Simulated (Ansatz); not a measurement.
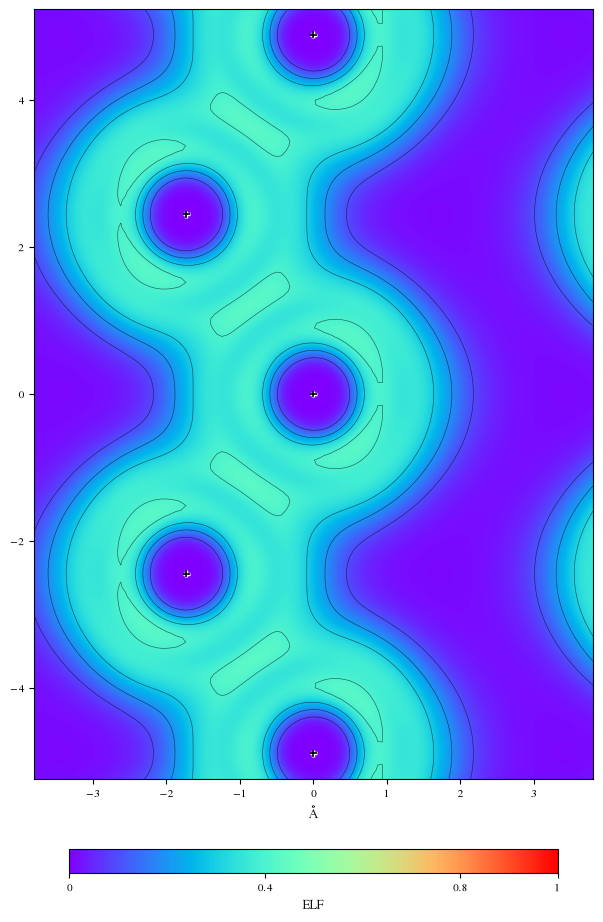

The electron localisation function on a plane through atoms (crosses mark nuclei in the plane).

These are results of DFT PBEsol, scalar-relativistic, plane waves, PAW (Ansatz 0.2.0), not measurements.

Candidates:
A. Sn$_{2}$O$_{5}$ (slab), a = 4.77 Å, b = 5.75 Å, c = 26.69 Å, α = 90.00°, β = 90.00°, γ = 90.00°. 
B. Pb, a = 6.91 Å, b = 6.91 Å, c = 6.91 Å, α = 90.00°, β = 90.00°, γ = 90.00°. Space group Fd-3m.
C. Ti, a = 4.06 Å, b = 4.06 Å, c = 4.06 Å, α = 90.00°, β = 90.00°, γ = 90.00°. Space group Fm-3m; computed without spin polarisation.

Question: Which candidate gave the map?

Answer: Candidate B: Pb on the (110) plane of the conventional cell, which holds Pb. Pb–Pb (2.99 Å): the ELF is about 0.45 at the midpoint.
